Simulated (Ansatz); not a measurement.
# CdSe (P6_3mc):Cd_i (6-fold void), thermodynamic levels from a 72-atom cell

Aim: at which Fermi levels does Cd_i (6-fold void) in CdSe (P6_3mc) change its charge? The model is a cell of 72 host atoms with 1 Cd put in.

Calculated with Ansatz 0.2.0; place-levels on r2SCAN runs: charge-transition levels and formation energies with image-charge correction and potential alignment at the atomic sites; PAW set soft_1.

### 1. The starting structure

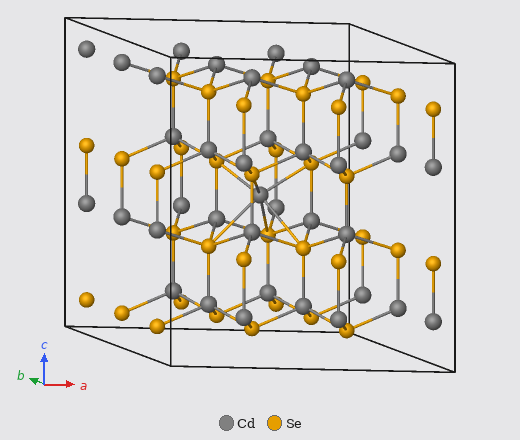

Start, viewed slightly off an axis; cadmium grey, selenium orange. Bonds to atoms that aren't drawn are left out.

The cell holds 73 atoms: 37 Cd and 36 Se. Cell: a = 13.023 Å, b = 13.023 Å, c = 14.159 Å, α = 90.0°, β = 90.0°, γ = 120.0°. It derives from CdSe (space group P6_3mc). Nearest the centre at fractional (0.667, 0.667, 0.344): Cd73 at 0.00 Å, Cd66 at 2.84 Å, Se68 at 2.84 Å, Cd42 at 2.84 Å, Se44 at 2.84 Å, Cd34 at 2.84 Å, Se36 at 2.84 Å, Se67 at 3.34 Å.

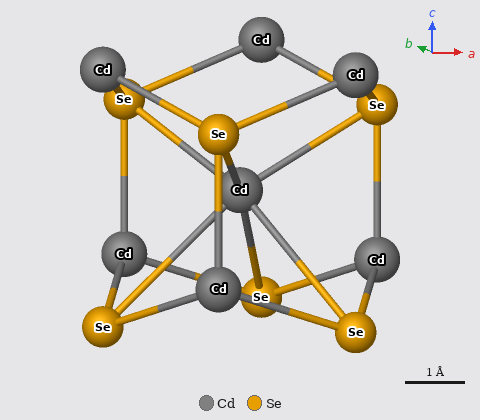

The atoms within 5 Å of the centre.

The host's dielectric constants go in as inputs: (8.02, 8.02, 8.09) for the electrons alone, (11.43, 11.43, 12.09) with the ions, computed on the host (DFPT, PBEsol, on the r2SCAN cell), and a cell off the functional's own equilibrium shifts the ionic part.

The cell's shortest repeat is 13.0 Å.

### 2. Charge states

A transition level is the Fermi level at which two charge states cost the same, so each charge needs its own total energy, at its own relaxed structure.

Each atom starts 0.05 Å or so off its site in a random direction: a symmetric start keeps its symmetry, and would miss off-centre moves and Jahn–Teller distortions. Forces are taken at one point at (¼, ¼, ¼). The cell holds 1 electron more than the neutral one, with a uniform background that keeps it neutral on the whole. The electron count is odd, so at least one spin is unpaired; this run locks the moment at 1 μB.

The sampling was tested on the host first: at the k-points planned (1x1x1 shifted 0.25 0.25 0.25) its energy lies -0.014 eV an atom from the dense-mesh value, under the bound of 0.02 eV set for this test; that bounds the host's error, not the defect's.

One state's input; the others differ in charge, spin, start and seed, and in occupations where the table says so.

qm1_M1.relax/input.yaml reads:

```yaml
crystal:
  lattice:
    - [13.02269516, 0.0, 0.0]
    - [-6.51134758, 11.27798483, 0.0]
    - [0.0, 0.0, 14.15932694]
  atoms:
    - { symbol: Cd, position: [0.11111111, 0.22222222, 2.861e-05] }
    - { symbol: Cd, position: [0.22222222, 0.11111111, 0.25002861] }
[... 7 atom lines left out ...]
    - { symbol: Cd, position: [0.22222222, 0.44444444, 0.25002861] }
[... 1 atom line left out ...]
    - { symbol: Se, position: [0.22222222, 0.44444444, 0.43797139] }
[... 21 atom lines left out ...]
    - { symbol: Cd, position: [0.55555556, 0.44444444, 0.25002861] }
    - { symbol: Se, position: [0.44444444, 0.55555556, 0.18797139] }
    - { symbol: Se, position: [0.55555556, 0.44444444, 0.43797139] }
    - { symbol: Cd, position: [0.44444444, 0.55555556, 0.50002861] }
[... 4 atom lines left out ...]
    - { symbol: Cd, position: [0.55555556, 0.77777778, 0.25002861] }
[... 1 atom line left out ...]
    - { symbol: Se, position: [0.55555556, 0.77777778, 0.43797139] }
[... 5 atom lines left out ...]
    - { symbol: Cd, position: [0.88888889, 0.11111111, 0.25002861] }
[... 1 atom line left out ...]
    - { symbol: Se, position: [0.88888889, 0.11111111, 0.43797139] }
[... 5 atom lines left out ...]
    - { symbol: Cd, position: [0.88888889, 0.44444444, 0.25002861] }
    - { symbol: Se, position: [0.77777778, 0.55555556, 0.18797139] }
    - { symbol: Se, position: [0.88888889, 0.44444444, 0.43797139] }
    - { symbol: Cd, position: [0.77777778, 0.55555556, 0.50002861] }
[... 3 atom lines left out ...]
    - { symbol: Cd, position: [0.77777778, 0.88888889, 2.861e-05] }
    - { symbol: Cd, position: [0.88888889, 0.77777778, 0.25002861] }
    - { symbol: Se, position: [0.77777778, 0.88888889, 0.18797139] }
    - { symbol: Se, position: [0.88888889, 0.77777778, 0.43797139] }
    - { symbol: Cd, position: [0.77777778, 0.88888889, 0.50002861] }
[... 3 atom lines left out ...]
    - { symbol: Cd, position: [0.666667, 0.666667, 0.344] }
  host:
    repeats: [3, 3, 2]
    atoms:
      - { symbol: Cd, position: [0.33333333, 0.66666667, 5.722e-05] }
      - { symbol: Cd, position: [0.66666667, 0.33333333, 0.50005722] }
      - { symbol: Se, position: [0.33333333, 0.66666667, 0.37594278] }
      - { symbol: Se, position: [0.66666667, 0.33333333, 0.87594278] }
total_charge: -1
basis:
  ecutwfc: 500
  xc_grid: 2
hamiltonian:
  xc: r2scan
  pseudopotentials: { kind: paw, azcp: { folder: soft_1 } }
kpoints:
  mp_grid: { grid: [1, 1, 1], shift: [0.25, 0.25, 0.25] }
magnetization:
  spin_polarized: true
  initial_magnetization: 1
  spin_locking: { lock_magnetization: hard }
scf:
  occupations: { method: fixed }
  max_iter: 100
output:
  forces: true
  charged_corrections:
    epsilon: [8.02, 8.02, 8.09]
    static_epsilon: [11.43, 11.43, 12.09]
    defect_position: [0.666667, 0.666667, 0.344]
relax:
  f_tol: 0.02
  max_steps: 80
  random_displacement: { amplitude: 0.05, seed: 2427 }
checkpoint:
  write: "../qm1_M1.relax.run"
  compress: false
  write_wavefunctions: true
  write_every: 100000
```

Started as:

```bash
$ ansatz run input.yaml --threads 32 --pin off --max-ram 56524MiB --backend cuda --events-out ev --progress --plain --runs-dir out --max-vram 78GiB
```

The relaxed structure is kept and the sampling changed to a 2×2×2 shifted mesh.

The run of this state that the levels use, under r2SCAN:

qm1_M1.point/input.yaml reads:

```yaml
crystal:
  checkpoint: "../qm1_M1.relax.run"
  host: checkpoint
total_charge: -1
basis:
  ecutwfc: 500
  xc_grid: 2
hamiltonian:
  xc: r2scan
  pseudopotentials: { kind: paw, azcp: { folder: soft_1 } }
kpoints:
  mp_grid: { grid: [2, 2, 2], shift: [0.5, 0.5, 0.5] }
magnetization:
  spin_polarized: true
  initial_magnetization: 1
  spin_locking: { lock_magnetization: hard }
scf:
  occupations: { method: fermi_dirac, width: 0.01 }
  max_iter: 100
output:
  forces: true
  eigenvalues: true
  charged_corrections:
    epsilon: [8.02, 8.02, 8.09]
    static_epsilon: [11.43, 11.43, 12.09]
    defect_position: [0.666667, 0.666667, 0.344]
  eigenstates: { localisation: true }
  populations: true
  efg: {}
checkpoint:
  read: "../qm1_M1.relax.run"
  write: "../qm1_M1.point.run"
  compress: false
  write_wavefunctions: false
  write_every: 100000
```

Relaxations under r2SCAN at one point at (¼, ¼, ¼); times on 1 × NVIDIA GB200 with 32 threads of Arm Neoverse V2, shared host:

| charge | moment (μB) | occupations | outcome | steps | largest displacement against the far atoms (Å) | time |
| --- | --- | --- | --- | --- | --- | --- |
| −1 | 1 | fixed | converged | 5 | 0.16 | 19 s |
| 0 | 0 | fixed | converged | 6 | 0.16 | 13 s |
| +1 | 1 | fixed | converged | 5 | 0.16 | 18 s |
| +2 | 0 | fixed | converged | 7 | 0.27 | 16 s |
| 0 | 2 | fixed | converged | 5 | 0.16 | 20 s |

Single points under r2SCAN at a 2×2×2 shifted mesh; times on 1 × NVIDIA GB200 with 32 threads of Arm Neoverse V2, shared host:

| charge | moment (μB) | occupations | outcome | time |
| --- | --- | --- | --- | --- |
| −1 | 1 | fermi-dirac | converged | 26 s |
| 0 | 0 | fermi-dirac | converged | 12 s |
| +1 | 1 | fermi-dirac | converged | 26 s |
| +2 | 0 | fermi-dirac | converged | 11 s |
| 0 | 2 | fermi-dirac | converged | 32 s |

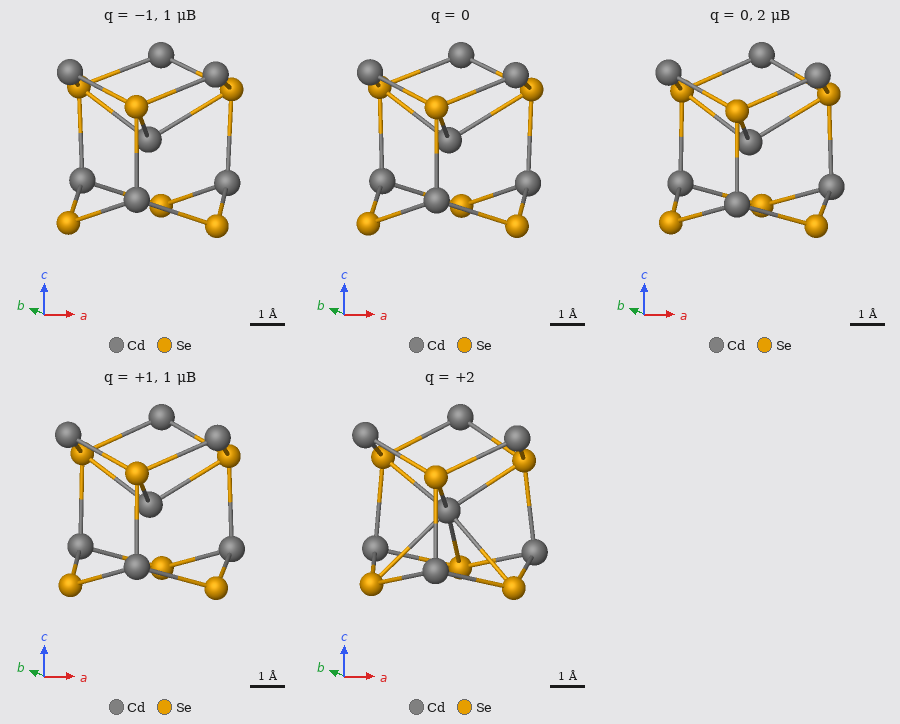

The structures near the centre after relaxation with r2SCAN, by charge.

Distances (Å) from Cd73 to the nearest atoms after relaxation with r2SCAN:

| charge | moment (μB) | 1. | 2. | 3. | 4. | 5. | 6. |
| --- | --- | --- | --- | --- | --- | --- | --- |
| −1 | 1 | Cd 2.90 | Cd 2.90 | Cd 2.91 | Se 2.96 | Se 2.97 | Se 2.98 |
| 0 | 0 | Cd 2.90 | Cd 2.90 | Cd 2.91 | Se 2.95 | Se 2.97 | Se 2.98 |
| 0 | 2 | Se 2.85 | Se 2.86 | Se 2.87 | Cd 3.00 | Cd 3.01 | Cd 3.01 |
| +1 | 1 | Se 2.85 | Se 2.85 | Se 2.86 | Cd 3.00 | Cd 3.01 | Cd 3.01 |
| +2 | 0 | Se 2.78 | Se 2.78 | Se 2.79 | Cd 3.06 | Cd 3.08 | Cd 3.09 |

### 3. place-levels, r2SCAN

A charged cell interacts with its images and the background, and its potential has another zero than the host's. place-levels removes the first by a point-charge model, screened by the static dielectric constant since the ions have relaxed around the charge, and the second by comparing potentials at atoms far from the defect.

The host is a run of the defect-free crystal in the same cutoffs, grids and k-points, so that basis and sampling errors cancel in part in the differences. The host is run in a cell of 4 atoms on a matching mesh. Its band edges are searched through the zone by a band path, so the gap is smaller than, or equal to, that on the mesh. Chemical potentials are energies per atom of Cd (hcp), run with the same functional and cutoff.

levels.point.yaml reads:

```yaml
host:
  run: host.point.run
states: [qm1_M1.point.run, q0.point.run, qp1_M1.point.run, qp2.point.run, q0_M2.point.run]
geometry_from:
  qm1_M1.point.run: qm1_M1.relax.run
  q0.point.run: q0.relax.run
  qp1_M1.point.run: qp1_M1.relax.run
  qp2.point.run: qp2.relax.run
  q0_M2.point.run: q0_M2.relax.run
  host.point.run: host.relax.run
chemical_potentials:
  Cd:
    energy: -8268.253598
    dataset: "<sha256 of the dataset>"
epsilon: [8.02, 8.02, 8.09]
static_epsilon: [11.43, 11.43, 12.09]
vertical:
  - { from: qm1_M1.point.run, to: qm1_M1.point_neutral.run }
  - { from: qp1_M1.point.run, to: qp1_M1.point_neutral.run }
  - { from: qp2.point.run, to: qp2.point_neutral.run }
```

Started as:

```bash
$ ansatz place-levels levels.point.yaml -- --threads 32 --pin off --max-ram 56524MiB --backend cuda --max-vram 78GiB
```

Numbers of over 12 decimals in the logs are rounded to 6 here.

The program printed:

```text
[... repeated set-up lines and file paths are left out, and long positions are rounded to six places ...]
(+2/+1) 1.128 eV above the valence edge, in the conduction band
(+1/0) 1.324 eV above the valence edge (+1.387 eV without the band-filling correction), in the conduction band; not on the lower envelope
(0/-1) 1.097 eV above the valence edge (+2.257 eV without the band-filling correction), 0.000 eV under the conduction edge; not on the lower envelope
(+1/-1) 1.211 eV above the valence edge (+1.822 eV without the band-filling correction), in the conduction band: charges between them are lowest nowhere
formation energy of charge +2: -0.570 eV with the Fermi level at the valence edge
formation energy of charge +1: +0.558 eV with the Fermi level at the valence edge
formation energy of charge 0: +1.883 eV with the Fermi level at the valence edge
formation energy of charge -1: +2.980 eV with the Fermi level at the valence edge
vertical -1 to 0: no energy, since no alignment is typed
  the change from vertical[0].from (qm1_M1.point.run) to vertical[0].to (qm1_M1.point_neutral.run): by its potential at epsilon [8.02, 8.02, 8.09] it stands at 0.333 0.986 0.396, with an rms radius of about 9.1 Å (5.2 5.2 5.5 Å across the planes of the cell's [...]
vertical +1 to 0: no energy, since no alignment is typed
  the change from vertical[1].from (qp1_M1.point.run) to vertical[1].to (qp1_M1.point_neutral.run): by its spins about the atoms it stands at 0.644 0.690 0.360, with an rms radius of about 4.0 Å (2.3 2.3 2.4 Å across the planes of the cell's vectors); [...]
vertical +2 to 0: no energy, since no alignment is typed
  the change from vertical[2].from (qp2.point.run) to vertical[2].to (qp2.point_neutral.run): by its potential at epsilon [8.02, 8.02, 8.09] it stands at 0.631 0.703 0.353, with an rms radius of about 4.9 Å (2.8 2.8 2.9 Å across the planes of the cell's [...]
  edges by r2scan, gap 1.097 eV; the host is sampled to repeats of 26.05 Å
  the defect's cells are sampled to repeats of 26.05 Å, like sampling
  charge +2: -503206.9287 eV with its correction of +0.888 eV, at epsilon [11.43, 11.43, 12.09], aligned at sites: +0.1682 eV, mean over 36 atomic sites at or beyond 6.51 Å from the defect at [0.6667, 0.6667, 0.3440], with +0.000000 for the charge's moments [...]
  charge +1: -503199.1714 eV with its correction of +0.323 eV, at epsilon [11.43, 11.43, 12.09], aligned at sites: +0.1848 eV, mean over 36 atomic sites at or beyond 6.51 Å from the defect at [0.6667, 0.6667, 0.3440], with +0.000000 for the charge's moments [...]
  charge 0: +0.000 eV for its dipole among its images, +0.000 omitted
  charge -1: -503182.2697 eV with its correction of -0.112 eV, at epsilon [11.43, 11.43, 12.09], aligned at sites: +0.2495 eV, mean over 36 atomic sites at or beyond 6.51 Å from the defect at [0.6667, 0.6667, 0.3440], with +0.000000 for the charge's moments [...]
  charge 0: states[4] (q0_M2.point.run) stands 0.656 eV higher, with a moment of 2.00 μB against 0.00
  of states[3] (qp2.point.run): it parts from the run at its places by a charge that spreads by about 2.8 Å along one vector (2 Å or more is wide), by its potential at epsilon [8.02, 8.02, 8.09], taken for that of held ions (one typed too small widens it), [...]
  of states[2] (qp1_M1.point.run): it parts from the run at its places by a charge that spreads by about 2.3 Å along one vector (2 Å or more is wide), by the spins about the atoms, where the cell does not tell a trapped carrier from a band state. [...]
  of states[1] (q0.point.run): a band-filling correction moves a carrie
```

The job ended after 0.5 s (32 threads of Arm Neoverse V2, shared host).

Levels between the charges placed, in eV above the valence top:

|  | gap (eV) | (+2/+1) | (+1/0) | (0/−1) |
| --- | --- | --- | --- | --- |
| r2SCAN | 1.10 | 1.13 | 1.32 | 1.10 |

Corrections by state:

| charge | moment (μB) | image terms and alignment (eV) | band filling (eV) | ε used | over the lowest of its charge, as the program ranks them, band filling apart (eV) |
| --- | --- | --- | --- | --- | --- |
| +2 | 0.0 | 0.887 | - | principal values (11.43, 11.43, 12.09) | 0.000 |
| +1 | 1.0 | 0.323 | - | principal values (11.43, 11.43, 12.09) | 0.000 |
| 0 | 0.0 | 0.000 | -0.063 | - | 0.000 |
| −1 | 1.0 | -0.112 | -1.222 | principal values (11.43, 11.43, 12.09) | 0.000 |
| 0 | 2.0 | 0.000 | - | - | 0.656 |

The charged structures listed were also run neutral, and place-levels reads from each pair, by the potential or the spins, how wide the charge is by which they differ; that can be the carrier of either run.

| charge | rms radius (Å) | spread where it is widest against the cell (Å) | wide from (Å) | reading |
| --- | --- | --- | --- | --- |
| +2 | 4.9 | 2.78 | 1.95 | wide |
| +1 | 4.0 | 2.31 | 1.95 | wide |
| −1 | 9.1 | 5.16 | 1.95 | wide |

The neutral runs of these pairs need not share the spin of the lowest neutral state, and very wide values only mean spread over the cell.

From the program's caveats on the states, each cut to its opening words:

- charge +2: it parts from the run at its places by a charge that spreads by about 2.8 Å along one vector (2 Å or more is wide), by its potential at epsilon [8.02, 8.02, [...]
- charge +2: its displacements don't fall off away from the defect: farther atoms stand 0.047 Å off the host's places
- charge +1 (1 μB): it parts from the run at its places by a charge that spreads by about 2.3 Å along one vector (2 Å or more is wide), by the spins about the atoms, where the [...]
- charge +1 (1 μB), −1 (1 μB), 0 (2 μB): flagged: stability check not made
- charge 0: a band-filling correction moves a carrier to the host's band edge, which changes its energy by -0.063 eV
- charge 0, −1 (1 μB): its displacements don't fall off away from the defect: farther atoms stand 0.045 Å off the host's places
- charge −1 (1 μB): it parts from the run at its places by a charge that spreads by about 5.2 Å along one vector (2 Å or more is wide), by its potential at epsilon [8.02, 8.02, [...]
- charge −1 (1 μB): a band-filling correction moves a carrier to the host's band edge, which changes its energy by -1.222 eV
- charge −1 (1 μB): its moments are held at its close (magnetization.spin_locking), by a field of 0.175 eV a Bohr magneton, and its energy and levels are of the state that this [...]
- charge 0 (2 μB): its moments are held at its close (magnetization.spin_locking), by a field of 0.412 eV a Bohr magneton, and its energy and levels are of the state that this [...]

Chemical potentials of the elements' reference phases, run alike. Formation energy by charge state (elemental references; gap 1.10 eV):

| charge | at valence top (eV) | at conduction bottom (eV) | correction included (eV) |
| --- | --- | --- | --- |
| +2 | -0.57 | 1.62 | 0.89 |
| +1 | 0.56 | 1.66 | 0.32 |
| 0 | 1.88 | 1.88 | -0.06 |
| −1 | 2.98 | 1.88 | -1.33 |

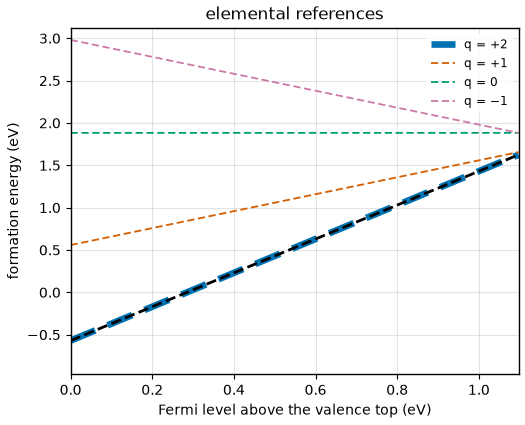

Formation energy against Fermi level; the thick line follows the lowest charge state.

Charge transition levels, in eV, zero at the valence-band top of the host:

|  | conduction bottom | valence top |
| --- | --- | --- |
| Cd_i (6-fold void) | 1.10 | 0.00 |

|  | level | energy (eV) |
| --- | --- | --- |
| Cd_i (6-fold void) | (+2/+1) | 1.13 |
| Cd_i (6-fold void) | (+1/−1) | 1.21 |

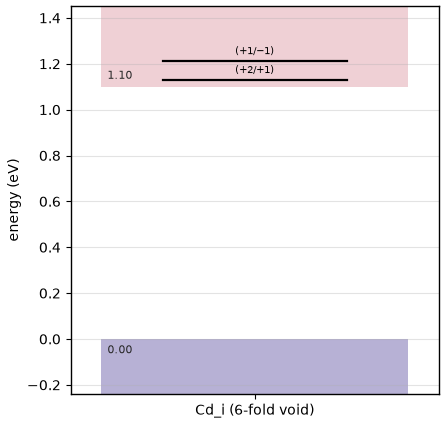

Charge transition levels. Shaded: valence and conduction bands.

### 4. The same at the relaxations' own k-points

The relaxations' own energies give the levels at their sampling, for comparison.

levels.relax_mesh.yaml reads:

```yaml
host:
  run: host.relax.run
states: [qm1_M1.relax.run, q0.relax.run, qp1_M1.relax.run, qp2.relax.run, q0_M2.relax.run]
chemical_potentials:
  Cd:
    energy: -8268.253598
    dataset: "<sha256 of the dataset>"
```

Started as:

```bash
$ ansatz place-levels levels.relax_mesh.yaml -- --threads 32 --pin off --max-ram 56524MiB --backend cuda --max-vram 78GiB
```

The program printed:

```text
(+2/+1) 1.212 eV above the valence edge, in the conduction band; not on the lower envelope
[...]
formation energy of charge +2: -0.624 eV with the Fermi level at the valence edge
formation energy of charge +1: +0.588 eV with the Fermi level at the valence edge
formation energy of charge 0: +1.870 eV with the Fermi level at the valence edge
formation energy of charge -1: +2.987 eV with the Fermi level at the valence edge
  edges by r2scan, gap 1.102 eV; the host is sampled to repeats of 19.24 Å
[... the lines on each state left out ...]
```

It took 0.15 s on 32 threads.

Levels between neighbouring charges, in eV above the valence top:

|  | gap (eV) | (+2/+1) | (+1/0) | (0/−1) |
| --- | --- | --- | --- | --- |
| one point at (¼, ¼, ¼) | 1.10 | 1.21 | 1.28 | 1.12 |
| a 2×2×2 shifted mesh | 1.10 | 1.13 | 1.32 | 1.10 |

Going from one point at (¼, ¼, ¼) to a 2×2×2 shifted mesh moves the levels that carry no band-filling term by up to 0.08 eV and formation energies against the elements by up to 0.05 eV; band-filling terms, which differ between samplings, are in these energies.

### 5. Outcome

| Item | Value |
| --- | --- |
| gap of the host | 1.10 eV (r2SCAN) |
| level (plus 2/plus 1) | 1.13 eV above the valence top, past the conduction bottom |
| level (plus 1/0) | 1.32 eV above the valence top, past the conduction bottom, not a change between lowest states (1.39 eV above the valence top without the band-filling term) |
| level (0/minus 1) | 1.10 eV above the valence top, at the conduction bottom, not a change between lowest states (2.26 eV above the valence top without the band-filling term) |
| lowest of the charges placed, just above the valence top (0.02 eV) | +2 |
| lowest of the charges placed, just below the conduction bottom (0.02 eV) | +2 |
| lowest formation energy at mid-gap of the charges run, elemental references | 0.53 eV |

In words: Of the charges placed (−1, 0, +1 and +2), +2 is the lowest from 0.02 eV above the valence top to 0.02 eV below the conduction bottom, a gap of 1.10 eV. (+2/+1) lies 0.03 eV from a band edge, less than the doubt on such levels. Charges above +2 were not placed, so these runs say nothing of levels that involve them. States placed: +2 at 0 μB; +1 at 1 μB; 0 at 0 μB and 2 μB; −1 at 1 μB. Other spin states or structures, where not listed, weren't placed. The program finds carriers beyond a band edge of the host and adds a band-filling term at charge −1 (-1.22 eV) and 0 (-0.06 eV); steps to such a charge show no bound level, and a defect level inside a band would be read the same way. Going from one point at (¼, ¼, ¼) to a 2×2×2 shifted mesh moves the levels that carry no band-filling term by up to 0.08 eV and formation energies against the elements by up to 0.05 eV; band-filling terms, which differ between samplings, are in these energies. Levels were also placed, and are left out here, under PBEsol at 1x1x1 shifted 0.25 0.25 0.25, since its corrections are too large to trust. Limits: r2SCAN makes the gap too small and tends to spread out bound carriers; spin–orbit coupling, which can matter with heavy atoms, is left out; force components of up to 0.12 eV/Å remain in a run at the final settings.

[Logs are printed without paths, hosts, clocks, repeated set-up lines and the standing remarks that a program may print on its own settings, such as how far it seeks lower states.]

[Hosts, paths, dates, database ids (printed as entryN), source tags and the programs' standing remarks are cut or masked in the printed files.]

[Where a table of states has a column of steps, it counts the stored structures, which are thinned; the runs took as many ionic steps or more.]

[A defect's name tells the site on which it was built; relaxed atoms can leave that site.]

[For some hosts the program warned that the k-mesh of the response run may be too coarse for force constants and the static dielectric constant; such warnings are not shown here.]
